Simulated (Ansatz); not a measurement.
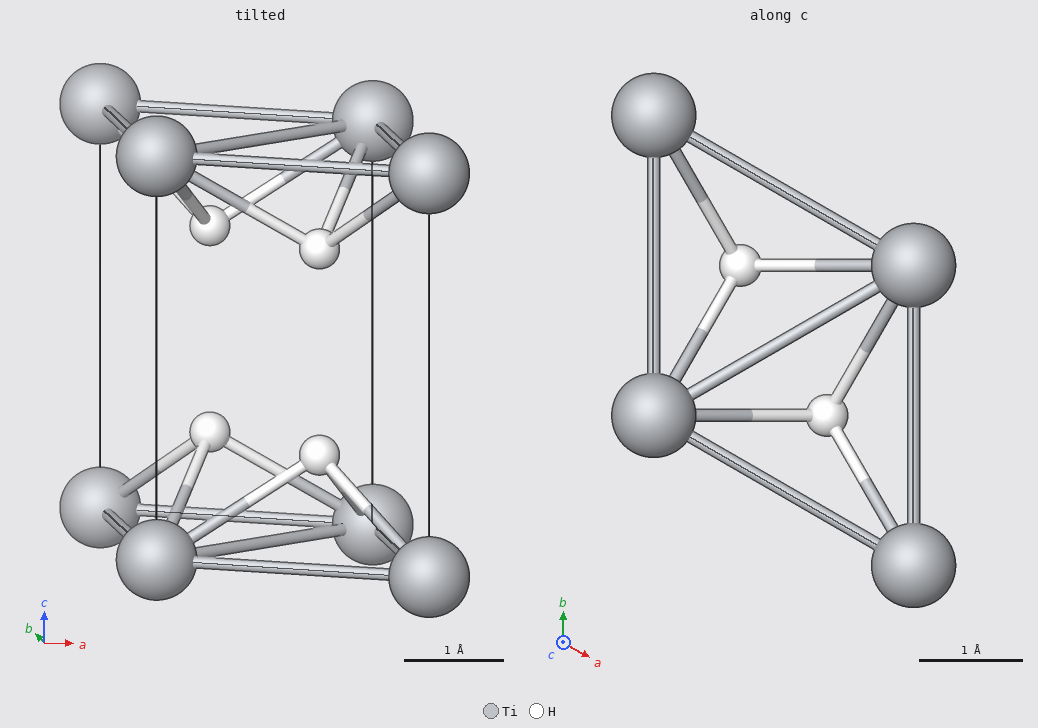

A ball-and-stick rendering, viewed slightly off an axis and along the c axis. The edges of the conventional unit cell are marked. Cell: a = 2.92 Å, b = 2.92 Å, c = 4.17 Å, α = 90.00°, β = 90.00°, γ = 120.00°.

The structure comes from a structure type filled with these elements by a generator (whether the compound takes this form wasn't checked). Earlier steps of the study may have refined or changed the cell and positions. A calculation with Ansatz used it as input.

Question: State composition, symmetry and coordination.

Answer: The stoichiometry is TiH$_{4}$. It is primitive hexagonal, space group P6/mmm (No. 191). The cell has 5 atoms, namely 1 Ti, 4 H. Counting atoms within bonding range gives coordination numbers of Ti 18 and H 3.

The numbers come from Ansatz 0.2.0, DFT PBE, scalar-relativistic, plane waves, PAW, using a kinetic-energy cutoff of 420 eV, k-points on a 12×12×10 grid, Gaussian smearing of 0.1 eV, no spin polarisation.

Question: Is the electronic structure metallic or gapped?

Answer: A metal: bands cross the Fermi level.

Question: Predict the Bader charges.

Answer: Ti +1.48 e; H -0.37 e.

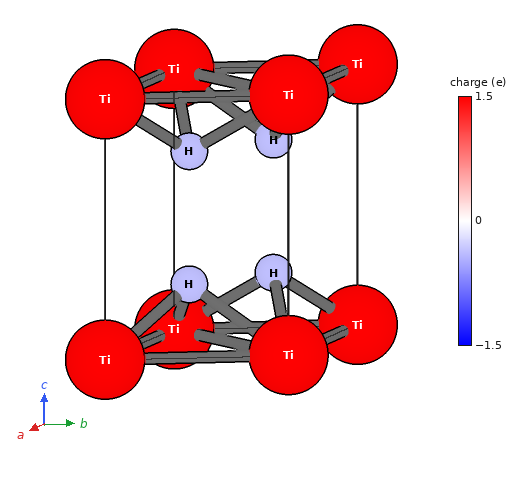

The atoms coloured by those charges. The run's cell of 5 atoms is drawn.

Question: Is this an equilibrium geometry for the method given?

Answer: Yes. All forces vanish to within 0.01 eV/Å. The pressure is 0.0 GPa, close to zero.
